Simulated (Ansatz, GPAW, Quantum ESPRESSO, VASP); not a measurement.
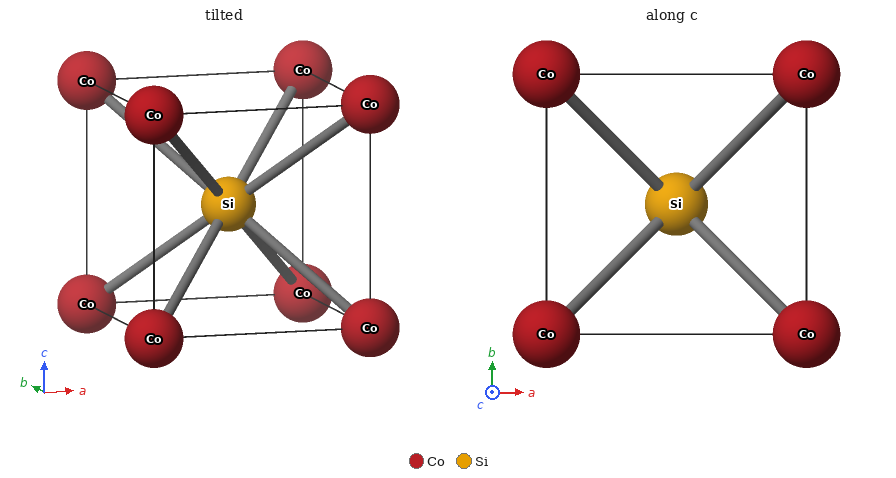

CoSi, caesium chloride (CsCl, B2) type, space group Pm-3m (No. 221), a = 2.781 Å, b = 2.781 Å, c = 2.781 Å, α = 90.00°, β = 90.00°, γ = 90.00° (10.76 Å³/atom). The image is a ball-and-stick drawing of a crystal, viewed slightly off an axis and along the c axis. Thin lines show the conventional unit cell, with boundary atoms drawn in all their periodic places. The cell is a structure listed in the Materials Project. Other forms of this composition are known.

The cell was scaled uniformly, at fixed shape and fractional positions, in five programs or potential sets. Alike in all runs: functional PBE; k mesh 10 × 10 × 10 on the run's cell of 2 atoms; occupations fermi-dirac, width 0.05 eV; collinear spin, ferromagnetic start; no spin-orbit coupling.

Energies from VASP (PBE potentials, release 64 Co, Si):

| volume (Å³/atom) | E − E(lowest point) (meV/atom) |
| --- | --- |
| 10.112 | 31.04 |
| 10.328 | 13.92 |
| 10.543 | 3.77 |
| 10.758 | 0.00 |
| 10.973 | 2.02 |
| 11.188 | 9.31 |
| 11.403 | 21.29 |

Fit a third-order Birch-Murnaghan equation of state to these points.

Answer. V0 = 10.79 Å³/atom (a0 = 2.784 Å), B0 = 213 GPa and B0′ = 3.9. V0 lies 0.3 % above the volume of the cell as given.

The same fit in all programs:

| program | V0 (Å³/atom) | a0 (Å) | B0 (GPa) | B0′ |
| --- | --- | --- | --- | --- |
| VASP (PBE potentials, release 64 Co, Si) | 10.79 | 2.784 | 213 | 3.9 |
| Ansatz (Ansatz PAW soft_1) | 10.80 | 2.785 | 212 | 4.0 |
| Quantum ESPRESSO (SSSP 1.3 efficiency) | ? | ? | ? | ? |
| GPAW (PAW data 1.2.1) | 10.88 | 2.792 | 214 | 4.1 |
| Ansatz LAPW (all-electron) | 10.80 | 2.785 | 212 | 4.0 |

What does Quantum ESPRESSO (SSSP 1.3 efficiency) give?

Answer. V0 = 10.79 Å³/atom, a0 = 2.784 Å, B0 = 213 GPa and B0′ = 3.8. The other rows span 10.79 to 10.88 Å³/atom and 212 to 214 GPa.

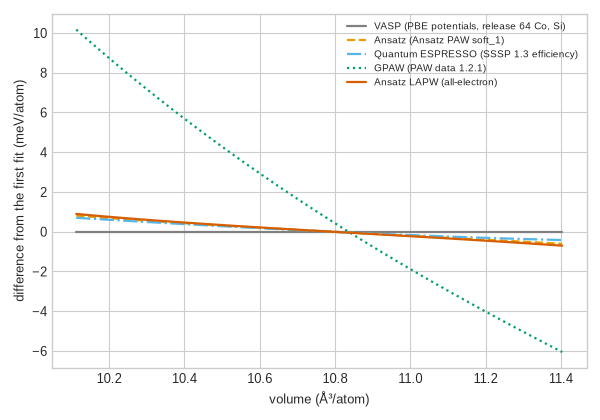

Each fitted curve, counted from its own minimum, less that of VASP (PBE potentials, release 64 Co, Si). With one functional throughout, the spread comes from potentials, basis sets and numerical settings; B0′ is uncertain by a few tenths over so narrow a range. Each run keeps the magnetic state that it reached from a ferromagnetic start.
